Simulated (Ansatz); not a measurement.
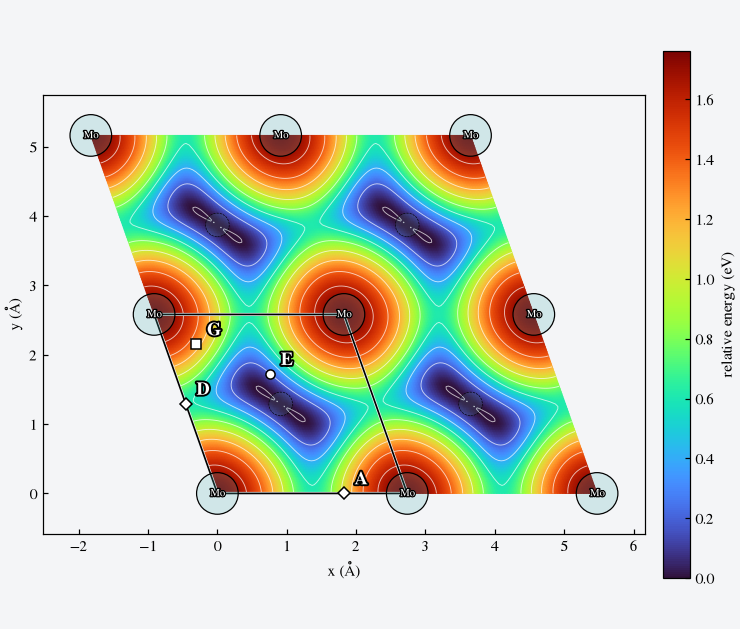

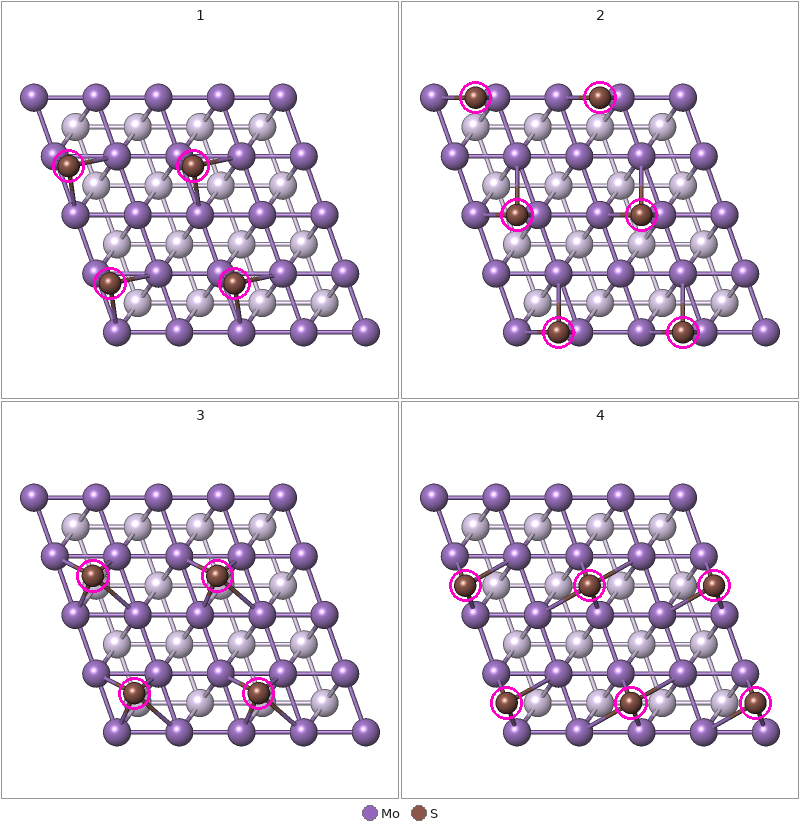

S on a Mo(110) slab cut from the Im-3m phase, its upper half relaxed before the scan (12 atoms of substrate and one adsorbate in a 2 × 2 cell). S is moved over the surface cell; relaxed at each place: the height of the adsorbate's atoms; substrate rigid; the origin of the map has the adsorbate above Mo9. Places are given modulo a cell vector. The map is drawn in real space over the plane of the surface. The grid has 6 × 6 points; 13 points were computed and 23 follow by symmetry. Places are given in fractions of the 1 × 1 surface cell. All energies are given in eV relative to the lowest grid point. Method: DFT PBE, scalar-relativistic, plane waves, PAW (Ansatz). Settings: cutoff 420 eV, k-mesh 5×5×1, gaussian smearing 0.1 eV, no spin polarisation.

The picture shows a smooth colour map with a few white contour lines, labelled circles for the atoms of the top layer and small ones for the second layer, the outline of one cell of the 2 × 2 shown, lettered points. Between grid points the surface is interpolated. The numbered pictures are the structures at these points, in random order. Rings mark the moved atoms.

**Which structure belongs to which point?**

A is structure 2: (4/6, 0/6) of the cell vectors [nearest 1 Mo at 2.20 Å], 1.05 eV; D is structure 4: a bridge site between two Mo atoms, (0/6, 3/6) of the cell vectors, 0.61 eV; E is structure 3: (3/6, 4/6) of the cell vectors [nearest 1 Mo at 2.26 Å], 0.19 eV; G is structure 1: (1/6, 5/6) of the cell vectors [nearest 1 Mo at 2.19 Å], 1.27 eV.

PAW datasets: the set soft_1.
